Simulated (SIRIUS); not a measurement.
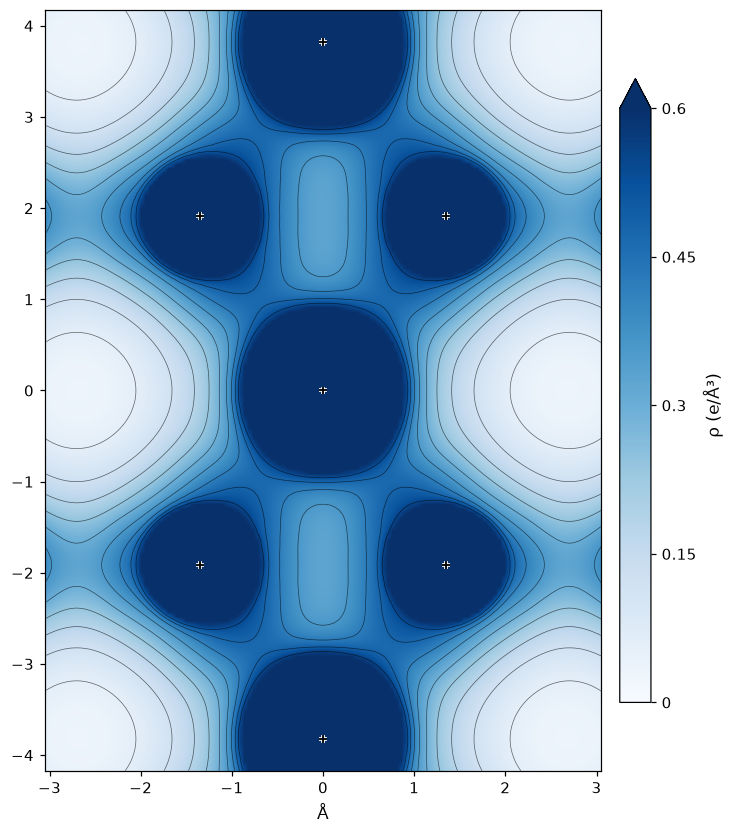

The electron density on a plane through atoms (crosses mark nuclei in the plane).

These are results of Kohn-Sham DFT of a periodic cell, PBE, all-electron FP-LAPW in SIRIUS 7.12.0, not measurements.

Candidates:
A. Bi, a = 3.96 Å, b = 3.96 Å, c = 3.96 Å, α = 90.00°, β = 90.00°, γ = 90.00°. Space group Im-3m; a structure from a database of computed crystals, not necessarily the ambient phase.
B. SnTe, a = 6.30 Å, b = 6.30 Å, c = 6.30 Å, α = 90.00°, β = 90.00°, γ = 90.00°. Space group Fm-3m.
C. Si$_{2}$Ni, a = 5.41 Å, b = 5.41 Å, c = 5.41 Å, α = 90.00°, β = 90.00°, γ = 90.00°. Space group Fm-3m; spin-polarised.

**Which candidate gave the map?**

Candidate C: Si$_{2}$Ni on the (011) plane of the conventional cell, which holds Ni and Si. Si–Ni (2.34 Å): ρ is about 0.47 e/Å³ halfway.
